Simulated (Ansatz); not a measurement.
Given this structure:

```
CELL_PARAMETERS angstrom
3.64522 0.00000 0.00000
0.00000 3.64522 0.00000
0.00000 0.00000 4.66416
ATOMIC_POSITIONS crystal
Hf 0.00000 0.00000 0.00000
N 0.50000 0.00000 0.25000
Hf 0.50000 0.50000 0.50000
N 0.00000 0.50000 0.75000
```

### Describe what this structure looks like.

Chemical formula HfN. The lattice is body-centred tetragonal and the space group I-4m2 (No. 119). There are 4 atoms in the cell: 2 Hf, 2 N. About every Hf there are four N in a tetrahedral arrangement at 2.16 Å. N is linked to four Hf in a tetrahedral arrangement at 2.16 Å. Not all metal-metal contacts are counted. The bonds build a three-dimensional framework.

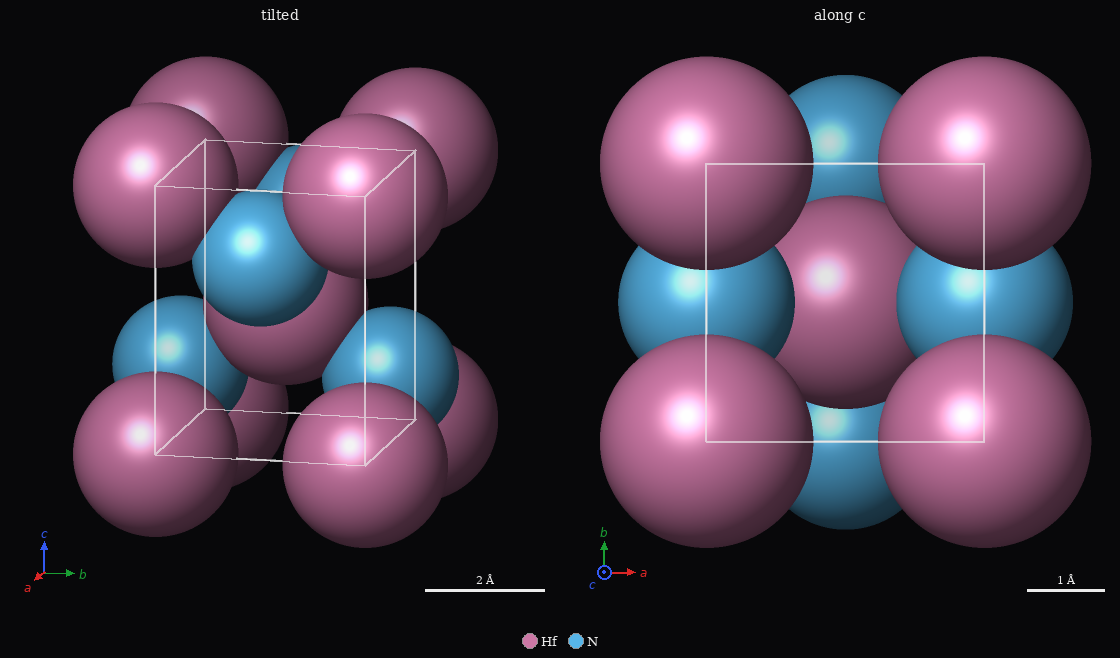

This space-filling model is shown slightly off an axis and along the c axis. Atoms at the boundary of the conventional unit cell (the box) are drawn once for each face, edge or corner they touch.

It goes back to a structure listed in the Materials Project. The cell was then strained or its atoms displaced on purpose. Ansatz was used for an electronic-structure calculation on it.

At this level of theory the cell isn't at rest (stretched, at -17 GPa), so its distances can differ from those at equilibrium, the more so the softer the solid.
